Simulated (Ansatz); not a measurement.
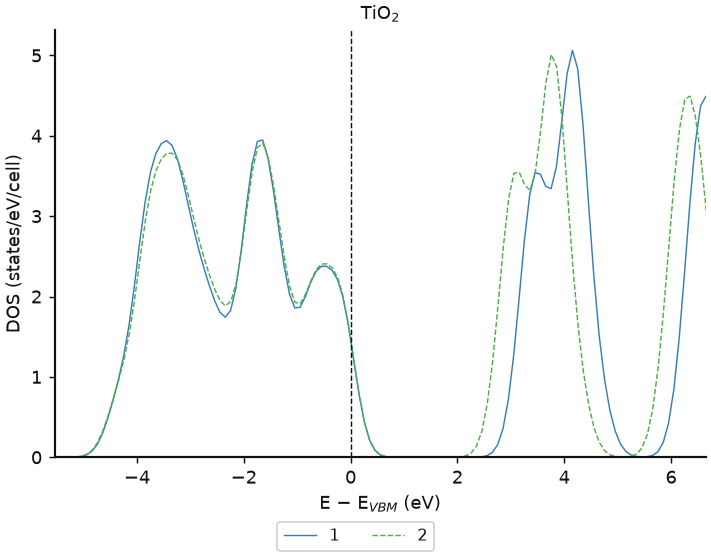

Total densities of states of TiO2, space group R-3m (No. 166), 3 atoms in the primitive cell (a = 2.995 Å, c = 20.945 Å (hexagonal axes)), by two methods on the same cell. The DOS curves are built from the levels of the k mesh with Gaussians 0.55 eV wide, which also blur the band edges; ripples of that width can come from the mesh. Each is counted from its own valence-band top.

### Which curve is which? The methods: PBEsol, r2SCAN.

1 is r2SCAN; 2 is PBEsol. r2SCAN gives a gap of 3.04 eV and PBEsol gives a gap of 2.65 eV.

Settings. r2SCAN: Ansatz PAW, no spin polarisation, no spin-orbit coupling, 10×10×10 k mesh, 500 eV cutoff, Fermi-Dirac smearing of 0.05 eV (Ansatz 0.2.0). PBEsol: Ansatz PAW, no spin polarisation, no spin-orbit coupling, 10×10×10 k mesh, 420 eV cutoff, Fermi-Dirac smearing of 0.05 eV (Ansatz 0.2.0).

Gaps are the smallest over all k points computed. The cell is at −4 GPa in PBEsol and −3 GPa in r2SCAN. The PAW data sets were made with another functional. LDA, GGA and most meta-GGA functionals understate gaps. The usual form of TiO2 is rutile or anatase.
